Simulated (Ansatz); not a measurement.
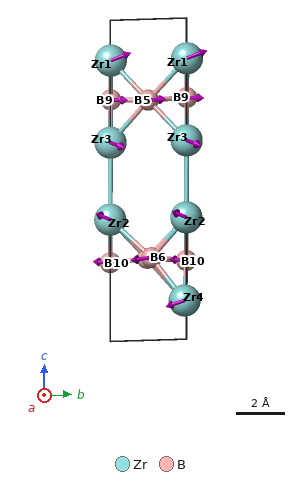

A relaxation of a crystal of Zr2B3 (a generated structure, set up in P1) (coarse preliminary run). The starting structure is drawn; purple arrows show the displacements (the part carried along by the change of the cell is left out), at their true length.

The picture is a ball-and-stick view of the cell of the calculation, reduced to other axes, seen along the a axis. Lengths and directions refer to the drawn axes.

All numbers below come from Ansatz 0.2.0, DFT PBE, scalar-relativistic, plane waves, PAW.

Input file:
```yaml
crystal:
  lattice:
    - [3.6515157616, -0.0609698891, -0.0572059276]
    - [-1.8785593536, 3.1430601019, 0.0392007153]
    - [-0.2097668378, 0.0448723586, 13.4778614834]
  atoms:
    - { symbol: Zr, position: [1.0088225639, 1.0030010889, 0.1252709839] }
    - { symbol: Zr, position: [-0.0113139848, 0.9907238329, 0.6206620586] }
    - { symbol: Zr, position: [-0.0025687758, -0.0044311009, 0.3808658568] }
    - { symbol: Zr, position: [-0.0198391328, 0.0054173511, 0.8792410524] }
    - { symbol: B, position: [0.4929215456, -0.0058242151, 0.2515254329] }
    - { symbol: B, position: [0.5264073518, -0.0139726615, 0.7425869241] }
    - { symbol: B, position: [1.0021117396, 0.5054609291, 0.2524207506] }
    - { symbol: B, position: [1.0068588247, 0.5234492964, 0.745064713] }
    - { symbol: B, position: [0.5022247617, 0.499044629, 0.2476165176] }
    - { symbol: B, position: [0.4943751062, 0.4971308501, 0.7547457102] }
basis:
  ecutwfc: 420
kpoints:
  mp_grid: { grid: [6, 6, 2] }
hamiltonian:
  xc: pbe
scf:
  occupations: { method: gaussian, width: 0.2 }
  lower_state_search: "off"
output:
  forces: true
  stress: true
  eigenvalues: true
relax:
  adjacent_minimum: "off"
  f_tol: 0.025
  max_steps: 60
  cell: { stress_tol: 0.25 }
```

Launched with:
```bash
ansatz run input.yaml --threads 1 --pin off --max-ram 2560MiB --backend cpu --events-out ev --progress --plain --runs-dir out
```

**Describe the change and its energy.**

The energy falls by 2.555 eV per cell of the calculation in 12 accepted moves (14 points after the start). Largest force component: 1.7 eV/Å at the start, 0.003 eV/Å at the end. Pressure: −7.26 GPa at the start and −0.07 GPa at the end. The line search rejected the trial step at point 10 of the run. At 1 point the geometry stayed and the basis and grid were re-selected for the new cell (energy shift of 7.2 meV per cell of the calculation at most each time). B6 moves most relative to the cell: 0.98 Å along −b. By element the largest moves are B 0.98 Å, Zr 0.94 Å. The volume changes by −15.2 %, with a 3.556 → 3.431 Å (−3.5 %), b 3.652 → 3.452 Å (−5.5 %), c 13.480 → 12.805 Å (−5.0 %), α 88.2° → 89.9°, β 89.4° → 82.4°, γ 61.0° → 60.0°. Near-neighbour distances that change, for instance: Zr1–Zr4 4.945 → 3.189 Å, Zr1–Zr4 (another image) 4.928 → 3.185 Å, Zr2–Zr3 4.784 → 3.183 Å, Zr2–Zr3 (another image) 4.764 → 3.189 Å. New bonds form, among them: Zr1–Zr4 (4.93 → 3.19 Å), Zr1–Zr4 (4.94 → 3.19 Å), Zr2–Zr3 (4.76 → 3.19 Å), Zr2–Zr3 (4.78 → 3.18 Å). Within 0.06 Å the space group is P1 at the start and R-3m at the end; at a tighter tolerance small leftover displacements or strains of the cell lower it.
